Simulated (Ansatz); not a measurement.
```cif
data_structure
_symmetry_space_group_name_H-M 'P 1'
_symmetry_Int_Tables_number 1
_cell_length_a 10.3970
_cell_length_b 6.0821
_cell_length_c 7.4130
_cell_angle_alpha 89.995
_cell_angle_beta 134.373
_cell_angle_gamma 89.991
_cell_volume 335.07
loop_
_atom_site_label
_atom_site_type_symbol
_atom_site_fract_x
_atom_site_fract_y
_atom_site_fract_z
_atom_site_occupancy
Al1 Al 0.93014 0.75012 0.02881 1
Al2 Al 0.43014 0.25012 0.02881 1
Al3 Al 0.93010 0.24994 0.02877 1
Al4 Al 0.43010 0.74994 0.02877 1
Al5 Al 0.67219 0.99995 0.01310 1
Al6 Al 0.17219 0.49995 0.01310 1
Al7 Al 0.63962 0.49990 0.90626 1
Al8 Al 0.13962 0.99990 0.90626 1
Al9 Al 0.54101 0.50002 0.46591 1
Al10 Al 0.04101 0.00002 0.46591 1
Al11 Al 0.58610 0.99998 0.51190 1
Al12 Al 0.08610 0.49998 0.51190 1
Al13 Al 0.85144 0.26122 0.51549 1
Al14 Al 0.35144 0.76122 0.51549 1
Al15 Al 0.85141 0.73877 0.51546 1
Al16 Al 0.35141 0.23877 0.51546 1
N1 N 0.61632 0.74565 0.38765 1
N2 N 0.11632 0.24565 0.38765 1
N3 N 0.61636 0.25438 0.38770 1
N4 N 0.11636 0.75438 0.38770 1
N5 N 0.77619 0.00008 0.88130 1
N6 N 0.27619 0.50008 0.88130 1
N7 N 0.51864 0.75476 0.88029 1
N8 N 0.01864 0.25476 0.88029 1
N9 N 0.51853 0.24512 0.88018 1
N10 N 0.01853 0.74512 0.88018 1
```

Space group Cm; a generated structure, not necessarily the stable one; computed without spin polarisation.

These are results of Ansatz, DFT PBE, scalar-relativistic, plane waves, PAW, not measurements.

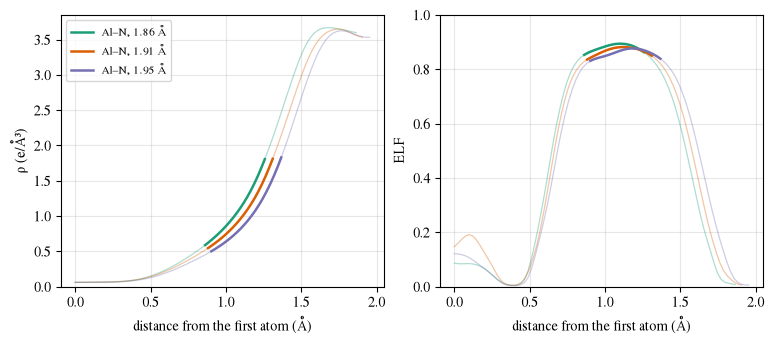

Al8N5. Valence charge density (pseudo) and electron localisation function along straight lines between neighbouring atoms. Thin, pale parts lie inside the atomic spheres.

The density is the valence pseudo-density of a PAW calculation; it isn't the true density close to the nuclei.

Question: Compare the contacts.

Answer: Al–N (1.86 Å): ρ at the midpoint is about 0.71 e/Å³; the ELF peaks at about 0.90 between the atoms.
Al–N (1.91 Å): ρ is about 0.66 e/Å³ halfway; the ELF peaks at about 0.90 between the atoms.
Al–N (1.95 Å): the density is about 0.6 e/Å³ at the midpoint; the ELF peaks at about 0.90 in the valence shell of N, 0.8 Å from its nucleus, and is about 0.85 at the midpoint.
